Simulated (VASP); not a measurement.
# Optical-spectrum calculation of C (part 1 of 4)

System: C (slab, 8 atoms in the cell).
Method: Kohn-Sham DFT of a periodic cell, PW91 with D3(BJ), VASP PAW PBE potentials, recommended, no spin polarisation (VASP 6.6.1).

The structure derives from an entry of the Crystallography Open Database. It belongs to a series of runs on one base structure; here: the (0 0 1) slab of C, cut from the database cell, not relaxed.

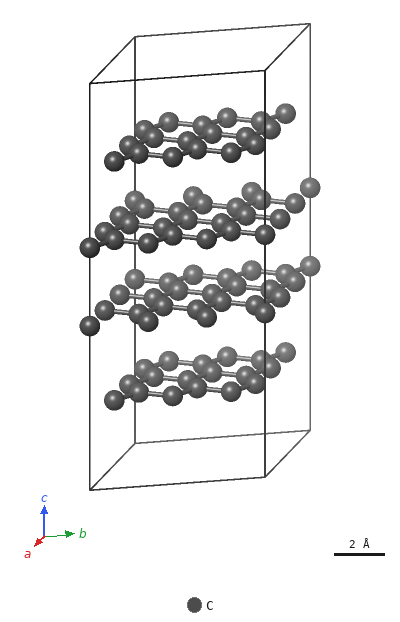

The structure as given in the input (ball-and-stick view of the 3 × 3 repeat of the cell, with the vacuum cut short, seen slightly off an axis). Near neighbours in the crystal (not all of them lie inside the picture): C has 3 C at 1.42 Å.

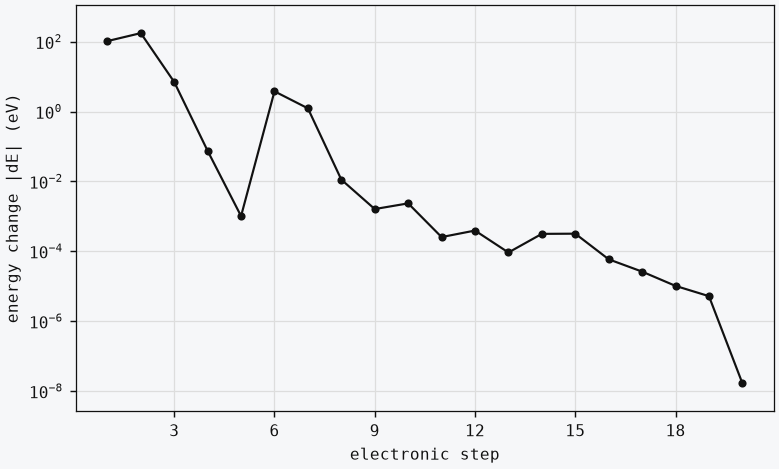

Convergence of the self-consistent field: energy change |dE| against the electronic step. It takes 20 electronic steps. The density is held fixed in the first few steps, and dE rises again when its update begins.

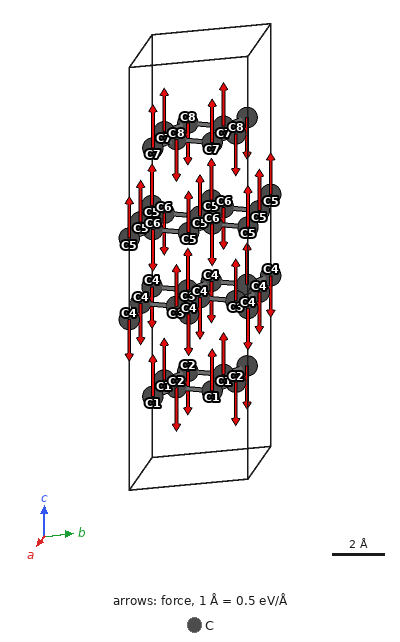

Forces on the atoms as red arrows (ball-and-stick view of the 2 × 2 repeat of the cell, with the vacuum cut short, seen slightly off an axis; atoms are numbered from 1 in the order of the input). The largest act on C2, C7 (0.90 eV/Å); C1, C3, C6, C8 (0.86 eV/Å); C4, C5 (0.86 eV/Å). The geometry is not a stationary point of this energy.

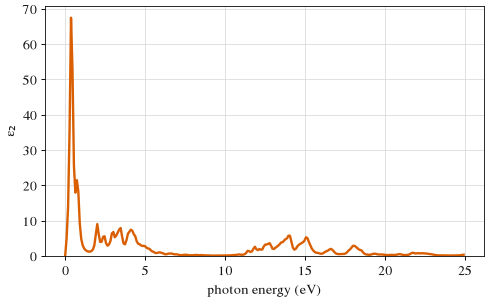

Imaginary part of the dielectric function (first component that the program prints). The highest peak, 67.5, lies at 0.37 eV.

These pictures come from the run below.

**INCAR**
```
SYSTEM = C
  PREC = Accurate
  ENCUT = 520
  EDIFF = 1E-7
  ISMEAR = 0
  SIGMA = 0.05
  LREAL = .False.
  LASPH = .True.
  NELM = 80
  ALGO = Fast
  ISIF = 2
  LWAVE = .False.
  LCHARG = .False.
  LDIPOL = .True.
  IDIPOL = 3
  DIPOL = 0.5 0.5 0.500
  GGA = 91
  IVDW = 12
  VDW_S6 = 1.0
  VDW_S8 = 1.9598
  VDW_A1 = 0.6319
  VDW_A2 = 4.5718
  LOPTICS = .True.
  NBANDS = 64
  NEDOS = 2000
  CSHIFT = 0.1
```

**KPOINTS**
```
regular mesh
0
Gamma
  12 12 1
  0 0 0
```

**POSCAR**
```
C
2.4561
    0.999980738951      0.000000000000      0.000000000000
   -0.499990369501      0.866008723241      0.000000000000
    0.000000000000      0.000000000000     10.217248764965
C
8
Direct
    0.6666666667      0.3333333333      0.2988692617
    0.3333333333      0.6666666667      0.3010032749
    0.3333333333      0.6666666667      0.4322450829
    0.0000000000      0.0000000000      0.4343790960
    0.0000000000      0.0000000000      0.5656209040
    0.6666666667      0.3333333333      0.5677549171
    0.6666666667      0.3333333333      0.6989967251
    0.3333333333      0.6666666667      0.7011307383
```

Run as:
```bash
cat potpaw_PBE.64/C/POTCAR > POTCAR
mpirun -np 1 vasp_std > vasp.out
```

**OSZICAR**
```
N       E                     dE             d eps       ncg     rms          rms(c)
DAV:   1     0.103808008396E+03    0.10381E+03   -0.12126E+04  2432   0.426E+02
DAV:   2    -0.716686679511E+02   -0.17548E+03   -0.16612E+03  3152   0.132E+02
DAV:   3    -0.786713144989E+02   -0.70026E+01   -0.68663E+01  3016   0.218E+01
DAV:   4    -0.787461198198E+02   -0.74805E-01   -0.74758E-01  2992   0.262E+00
DAV:   5    -0.787471358008E+02   -0.10160E-02   -0.10159E-02  2904   0.291E-01    0.128E+01
RMM:   6    -0.749638943140E+02    0.37832E+01   -0.12932E+00  2568   0.258E+00    0.732E+00
RMM:   7    -0.737299942022E+02    0.12339E+01   -0.21269E+00  3047   0.347E+00    0.176E+00
RMM:   8    -0.737187560120E+02    0.11238E-01   -0.72255E-02  2873   0.781E-01    0.363E-01
RMM:   9    -0.737171397851E+02    0.16162E-02   -0.12242E-02  2985   0.343E-01    0.110E-01
RMM:  10    -0.737147902932E+02    0.23495E-02   -0.20017E-03  3066   0.132E-01    0.929E-02
RMM:  11    -0.737145354324E+02    0.25486E-03   -0.51852E-04  3086   0.722E-02    0.240E-02
RMM:  12    -0.737141436229E+02    0.39181E-03   -0.20712E-04  3208   0.376E-02    0.179E-02
RMM:  13    -0.737140513903E+02    0.92233E-04   -0.42667E-05  3336   0.181E-02    0.134E-02
RMM:  14    -0.737143663072E+02   -0.31492E-03   -0.70944E-05  3210   0.189E-02    0.875E-03
RMM:  15    -0.737146850591E+02   -0.31875E-03   -0.92778E-05  3550   0.182E-02    0.764E-03
RMM:  16    -0.737147439253E+02   -0.58866E-04   -0.38094E-06  3354   0.484E-03    0.156E-03
RMM:  17    -0.737147700645E+02   -0.26139E-04   -0.94798E-07  3215   0.189E-03    0.545E-04
RMM:  18    -0.737147802712E+02   -0.10207E-04   -0.26761E-07  2963   0.989E-04    0.321E-04
RMM:  19    -0.737147854594E+02   -0.51883E-05   -0.15417E-07  3047   0.732E-04    0.723E-05
RMM:  20    -0.737147854427E+02    0.16718E-07   -0.51944E-09  2573   0.192E-04
   1 F= -.74541869E+02 E0= -.74541477E+02  d E =-.783597E-03
 imaginary and real dielectric function
```

**Parts of OUTCAR**
```
SYSTEM = C
   PREC = Accurate
   ENCUT = 520
   EDIFF = 1E-7
   ISMEAR = 0
   LREAL = .False.
   LASPH = .True.
   NELM = 80
   ISIF = 2
   GGA = 91
   IVDW = 12
   VDW_S6 = 1.0
   VDW_S8 = 1.9598
   VDW_A1 = 0.6319
   VDW_A2 = 4.5718
     VDW_S6 = 1
     VDW_S8 = 1.96
     VDW_A1 = 0.632
     VDW_A2 = 4.572
 IVDW          = 12
 VDW_S6        =  1.00000000  s6, scaling of the dipole-dipole dispersion
 VDW_S8        =  1.95980000  s8, scaling of the dipole-quadrupole dispersion
 VDW_A1        =  0.63190000  a1, scaling of the critical radii
 VDW_A2        =  4.57180000  a2, offset of the critical radii
 VDW_RADIUS    = 50.20216178  two-body interaction cutoff (in Angstroms)
 VDW_CNRADIUS  = 21.16708996  CN, coordination number cutoff (in Angstroms)

 ion  position               nearest neighbor table
   1  0.667  0.333  0.299-   2 1.42   2 1.42   2 1.42
   2  0.333  0.667  0.301-   1 1.42   1 1.42   1 1.42
   3  0.333  0.667  0.432-   4 1.42   4 1.42   4 1.42
   4  0.000  0.000  0.434-   3 1.42   3 1.42   3 1.42
   5  0.000  0.000  0.566-   6 1.42   6 1.42   6 1.42
   6  0.667  0.333  0.568-   5 1.42   5 1.42   5 1.42
   7  0.667  0.333  0.699-   8 1.42   8 1.42   8 1.42
   8  0.333  0.667  0.701-   7 1.42   7 1.42   7 1.42

  LATTYP: Found a hexagonal cell.
 ALAT       =     2.4560526929
 C/A-ratio  =    10.2174455637

  Lattice vectors:

 A1 = (   2.4560526929,   0.0000000000,   0.0000000000)
 A2 = (  -1.2280263465,   2.1270040252,   0.0000000000)
 A3 = (   0.0000000000,   0.0000000000,  25.0945846916)

Analysis of symmetry for initial positions (statically):
=====================================================================
 Subroutine PRICEL returns:
 Original cell was already a primitive cell.

 Routine SETGRP: Setting up the symmetry group for a
 hexagonal supercell.

 Subroutine GETGRP returns: Found 12 space group operations
 (whereof 12 operations were pure point group operations)
 out of a pool of 24 trial point group operations.

The static configuration has the point symmetry D_3d.

Analysis of symmetry for dynamics (positions and initial velocities):
=====================================================================
 Subroutine PRICEL returns:
 Original cell was already a primitive cell.

 Routine SETGRP: Setting up the symmetry group for a
 hexagonal supercell.

 Subroutine GETGRP returns: Found 12 space group operations
 (whereof 12 operations were pure point group operations)
 out of a pool of 24 trial point group operations.

The dynamic configuration has the point symmetry D_3d.

 Subroutine INISYM returns: Found 12 space group operations
 (whereof 12 operations are pure point group operations),
 and found     1 'primitive' translations

----------------------------------------------------------------------------------------

                                     Primitive cell

  volume of cell :     131.0950

  direct lattice vectors                    reciprocal lattice vectors
     2.456052693  0.000000000  0.000000000     0.407157388  0.235072428  0.000000000
    -1.228026347  2.127004025  0.000000000     0.000000000  0.470144855  0.000000000
     0.000000000  0.000000000 25.094584692     0.000000000  0.000000000  0.039849235

  length of vectors
     2.456052693  2.456052693 25.094584692     0.470144855  0.470144855  0.039849235

  position of ions in fractional coordinates (direct lattice)
     0.666666667  0.333333333  0.298869262
     0.333333333  0.666666667  0.301003275
     0.333333333  0.666666667  0.432245083
     0.000000000  0.000000000  0.434379096
     0.000000000  0.000000000  0.565620904
     0.666666667  0.333333333  0.567754917
     0.666666667  0.333333333  0.698996725
     0.333333333  0.666666667  0.701130738

  ion indices of the primitive-cell ions
   primitive index   ion index
                 1           1
                 2           2
                 3           3
                 4           4
                 5           5
                 6           6
                 7           7
                 8           8

----------------------------------------------------------------------------------------

 KPOINTS: regular mesh

Automatic generation of k-mesh.
 Grid dimensions read from file:
 generate k-points for:   12   12    1

 Generating k-lattice:

  Cartesian coordinates                     Fractional coordinates (reciprocal lattice)
     0.033929782  0.019589369  0.000000000     0.083333333  0.000000000  0.000000000
     0.000000000  0.039178738  0.000000000     0.000000000  0.083333333  0.000000000
     0.000000000  0.000000000  0.039849235     0.000000000  0.000000000  1.000000000

  Length of vectors
     0.039178738  0.039178738  0.039849235

  Shift w.r.t. Gamma in fractional coordinates (k-lattice)
     0.000000000  0.000000000  0.000000000

 Subroutine IBZKPT returns following result:
 ===========================================

 Found     19 irreducible k-points:

 Following reciprocal coordinates:
            Coordinates               Weight
  0.000000  0.000000  0.000000      1.000000
  0.083333  0.000000  0.000000      6.000000
  0.166667  0.000000  0.000000      6.000000
  0.250000  0.000000  0.000000      6.000000
  0.333333  0.000000  0.000000      6.000000
  0.416667  0.000000  0.000000      6.000000
  0.500000  0.000000  0.000000      3.000000
  0.083333  0.083333  0.000000      6.000000
  0.166667  0.083333  0.000000     12.000000
  0.250000  0.083333  0.000000     12.000000
  0.333333  0.083333  0.000000     12.000000
  0.416667  0.083333  0.000000     12.000000
  0.166667  0.166667  0.000000      6.000000
  0.250000  0.166667  0.000000     12.000000
  0.333333  0.166667  0.000000     12.000000
  0.416667  0.166667  0.000000      6.000000
  0.250000  0.250000  0.000000      6.000000
  0.333333  0.250000  0.000000     12.000000
  0.333333  0.333333  0.000000      2.000000
   k-points           NKPTS =     19   k-points in BZ     NKDIM =     19   number of bands    NBANDS=     64
   number of dos      NEDOS =   2000   number of ions     NIONS =      8
   total plane-waves  NPLWV =  62208
   dimension x,y,z NGX =    18 NGY =   18 NGZ =  192
   dimension x,y,z NGXF=    36 NGYF=   36 NGZF=  384
   ions per type =               8
   NGX,Y,Z   is equivalent  to a cutoff of  12.18, 12.18, 12.72 a.u.
   NGXF,Y,Z  is equivalent  to a cutoff of  24.37, 24.37, 25.44 a.u.
 SYSTEM =  C
   PREC   = accura    normal or accurate (medium, high low for compatibility)
   ISTART =      0    job   : 0-new  1-cont  2-samecut
   ICHARG =      2    charge: 1-file 2-atom 10-const
   ISPIN  =      1    spin polarized calculation?
   LNONCOLLINEAR =      F non collinear calculations
   LSORBIT =      F    spin-orbit coupling
   LASPH  =      T    aspherical Exc in radial PAW
   ENCUT  =  520.0 eV  38.22 Ry    6.18 a.u.   4.57  4.57 46.66*2*pi/ulx,y,z
   NELM   =     80;   NELMIN=  2; NELMDL= -5     # of ELM steps
   EDIFF  = 0.1E-06   stopping-criterion for ELM
   LREAL  =      F    real-space projection
   EDIFFG = 0.1E-05   stopping-criterion for IOM
   NSW    =      0    number of steps for IOM
   IBRION =     -1    ionic relax: 0-MD 1-quasi-New 2-CG
   NFREE  =      0    steps in history (QN), initial steepest desc. (CG)
   ISIF   =      2    stress and relaxation
   ISYM   =      2    0-nonsym 1-usesym 2-fastsym
   POTIM  = 0.5000    time-step for ionic-motion
   TEBEG  =    0.0;   TEEND  =   0.0 temperature during run
   PSTRESS=    0.0 pullay stress
   NELECT =      32.0000    total number of electrons
   NUPDOWN=      -1.0000    fix difference up-down
   EMIN   =  10.00;   EMAX   =-10.00  energy-range for DOS
   EFERMI =   0.00;   METHOD = LEGACY
   ISMEAR =     0;   SIGMA  =   0.05  broadening in eV -4-tet -1-fermi 0-gaus
   EFERMI_NEDOS =   21; number of points for ismear=-14 and -15
   IALGO  =     68    algorithm
   IMIX   =      4    mixing-type and parameters
     AMIX     =   0.40;   BMIX     =  1.00
     AMIX_MAG =   1.60;   BMIX_MAG =  1.00
  volume/ion in A,a.u.               =      16.39       110.58
  Fermi-wavevector in a.u.,A,eV,Ry     =   1.023127  1.933429 14.242423  1.046789
  Thomas-Fermi vector in A             =   2.156844
   LORBIT       =      0    0 simple, 1 ext, 2 COOP (PROOUT), +10 PAW based schemes
   GGA     = 91    functional components
   LHFCALC =     F    Hartree Fock is set to
   AEXX    =    0.0000 exact exchange contribution
   IVDW    =    12    specifies the selected vdW correction
   LEPSILON=     F    determine dielectric tensor
   LRPA    =     F    only Hartree local field effects (RPA)
 non-spin polarized calculation
 RMM-DIIS sequential band-by-band and
 Gauss-broadening in eV      SIGMA  =   0.05
  energy-cutoff  :      520.00
  volume of cell :      131.09
 maximum number of plane-waves:      3587
   NGX =  9   NGY =  9   NGZ = 93

 number of electron      31.9999991 magnetization

 dipolmoment           0.000000      0.000000     -0.000000 electrons x Angstroem

 Free energy of the ion-electron system (eV)
  ---------------------------------------------------
  ext. energy  EPLUGINS =         0.00000000
  ---------------------------------------------------
  free energy    TOTEN  =       -73.71478544 eV

  energy without entropy =      -73.71400185  energy(sigma->0) =      -73.71439364

 E-fermi :   0.5236     XC(G=0):  -5.8947     alpha+bet : -6.1161

 val. band max:        0.5235981649   @ k =   0.3333   0.3333   0.0000
 cond. band min:       0.8943400336   @ k =   0.3333   0.3333   0.0000
 fundamental gap:      0.3707418686
 Fermi energy:         0.5235981650

 k-point     1 :       0.0000    0.0000    0.0000
  band No.  band energies     occupation
      1     -19.1820      2.00000
      2     -19.1050      2.00000
      3     -19.0099      2.00000
      4     -18.9337      2.00000
      5      -7.9214      2.00000
      6      -7.4656      2.00000
      7      -6.8550      2.00000
      8      -6.3087      2.00000
      9      -2.5206      2.00000
     10      -2.5206      2.00000
     11      -2.5150      2.00000
     12      -2.5150      2.00000
     13      -2.5086      2.00000
     14      -2.5086      2.00000
     15      -2.5040      2.00000
     16      -2.5040      2.00000
     17       3.9133      0.00000
     18       4.0285      0.00000
     19       5.1664      0.00000
     20       5.7762      0.00000
     21       6.3578      0.00000
     22       7.7171      0.00000
     23       8.2500      0.00000
     24       8.9092      0.00000
     25       8.9092      0.00000
     26       8.9202      0.00000
     27       8.9202      0.00000
     28       8.9324      0.00000

 k-point     2 :       0.0833    0.0000    0.0000
  band No.  band energies     occupation
      1     -19.0157      2.00000
      2     -18.9394      2.00000
      3     -18.8453      2.00000
      4     -18.7698      2.00000
      5      -7.7197      2.00000
      6      -7.2666      2.00000
      7      -6.6600      2.00000
      8      -6.1177      2.00000
      9      -3.1771      2.00000
     10      -3.1676      2.00000
     11      -3.1564      2.00000
     12      -3.1480      2.00000
     13      -2.8648      2.00000
     14      -2.8569      2.00000
     15      -2.8477      2.00000
     16      -2.8409      2.00000
     17       4.1341      0.00000
     18       4.2507      0.00000
     19       5.3813      0.00000
     20       5.9850      0.00000
     21       6.5701      0.00000
     22       7.9062      0.00000
     23       8.4412      0.00000
     24       8.9669      0.00000
     25       8.9991      0.00000
     26       9.0143      0.00000
     27       9.0255      0.00000
     28       9.6081      0.00000

 k-point     3 :       0.1667    0.0000    0.0000
  band No.  band energies     occupation
      1     -18.5184      2.00000
      2     -18.4444      2.00000
      3     -18.3532      2.00000
      4     -18.2801      2.00000
      5      -7.1196      2.00000
      6      -6.6751      2.00000
      7      -6.0820      2.00000
      8      -5.5557      2.00000
      9      -4.8288      2.00000
     10      -4.8106      2.00000
     11      -4.7884      2.00000
     12      -4.7710      2.00000
     13      -3.6670      2.00000
     14      -3.6561      2.00000
     15      -3.6433      2.00000
     16      -3.6335      2.00000
     17       4.7934      0.00000
     18       4.9150      0.00000
     19       6.0157      0.00000
     20       6.6094      0.00000
     21       7.1913      0.00000
     22       8.4238      0.00000
     23       8.7844      0.00000
     24       8.9085      0.00000
     25       8.9788      0.00000
     26       9.0528      0.00000
     27       9.1761      0.00000
     28       9.9197      0.00000

 k-point     4 :       0.2500    0.0000    0.0000
  band No.  band energies     occupation
      1     -17.6962      2.00000
      2     -17.6258      2.00000
      3     -17.5393      2.00000
      4     -17.4701      2.00000
      5      -6.9524      2.00000
      6      -6.9264      2.00000
      7      -6.8952      2.00000
      8      -6.8709      2.00000
      9      -6.1322      2.00000
     10      -5.7024      2.00000
     11      -5.1300      2.00000
     12      -4.6227      2.00000
     13      -4.5552      2.00000
     14      -4.5424      2.00000
     15      -4.5273      2.00000
     16      -4.5158      2.00000
     17       5.8539      0.00000
     18       5.9945      0.00000
     19       6.8850      0.00000
     20       7.4993      0.00000
     21       7.5404      0.00000
     22       7.8113      0.00000
     23       7.9893      0.00000
     24       8.0555      0.00000
     25       8.5418      0.00000
     26       8.5807      0.00000
     27       8.6878      0.00000
     28       8.7887      0.00000
```
